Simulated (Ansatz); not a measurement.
```
Al O
1.0
     4.67170    0.00000    0.00000
    -2.33585    4.04581    0.00000
     0.00000    0.00000   13.58531
Al O
12 18
Cartesian
  0.0000 2.6972 0.1497
  0.0000 0.0000 4.6781
  2.3359 1.3486 9.2065
  0.0000 0.0000 2.1146
  2.3359 1.3486 6.6429
  0.0000 2.6972 11.1715
  0.0000 2.6972 4.3788
  0.0000 0.0000 8.9072
  2.3359 1.3486 13.4356
  2.3359 1.3486 2.4138
  0.0000 2.6972 6.9424
  0.0000 0.0000 11.4708
  1.4289 0.0000 3.3963
  3.7647 1.3486 7.9247
  1.4289 2.6972 12.4532
  -0.7144 1.2375 3.3963
  1.6214 2.5860 7.9247
  -0.7144 3.9346 12.4532
  1.6214 2.8084 3.3963
  1.6214 0.1112 7.9247
  -0.7144 1.4598 12.4532
  0.9070 1.3486 1.1321
  -1.4289 2.6972 5.6606
  3.2428 0.0000 10.1890
  3.0503 0.1112 1.1321
  0.7144 1.4598 5.6606
  -1.6214 2.8084 10.1890
  3.0503 2.5860 1.1321
  0.7144 3.9346 5.6606
  0.7144 1.2375 10.1890
```

Space group R-3c; a point of a scan over the structure, not its minimum; changed on purpose from its base cell (shift of Al1 along [0 0 1], its symmetry partners moved alike: -0.100 A in the relaxed cell; c/a of the conventional cell at fixed volume 2.9080); not relaxed (largest force 1.4 eV/Å); PAW files of the earlier set (soft_1).

All numbers below come from DFT PBEsol, scalar-relativistic, plane waves, PAW (Ansatz 0.2.0).

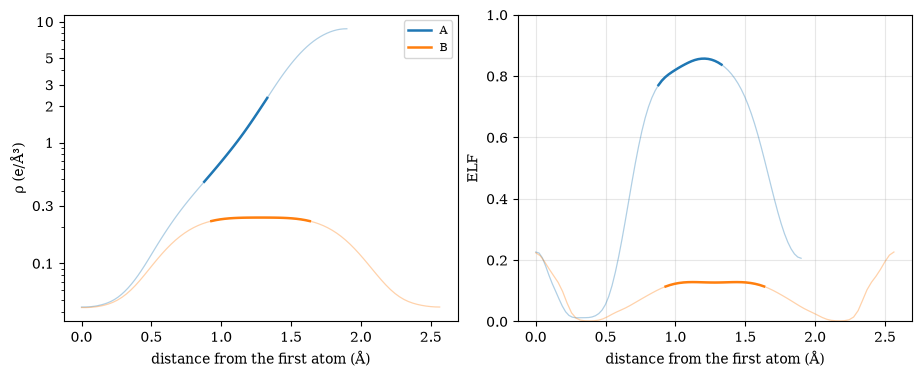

Al2O3. Valence electron density and ELF along straight lines between neighbouring atoms. Thin, pale parts lie inside the atomic spheres.

Core electrons are frozen (PAW), and the valence fields are smoothed inside the atomic spheres.

Q: Which curve belongs to which contact (Al–Al and Al–O)? The first atom named is at distance zero.

A: Curve A: Al–O (1.90 Å): the density is about 0.59 e/Å³ at the midpoint; the ELF peaks at about 0.85 in the valence shell of O, 0.7 Å from its nucleus, and is about 0.80 at the midpoint. Curve B: Al–Al (2.56 Å): ρ at the midpoint is about 0.24 e/Å³; the ELF is about 0.15 at the midpoint (no localised pair shows between them).
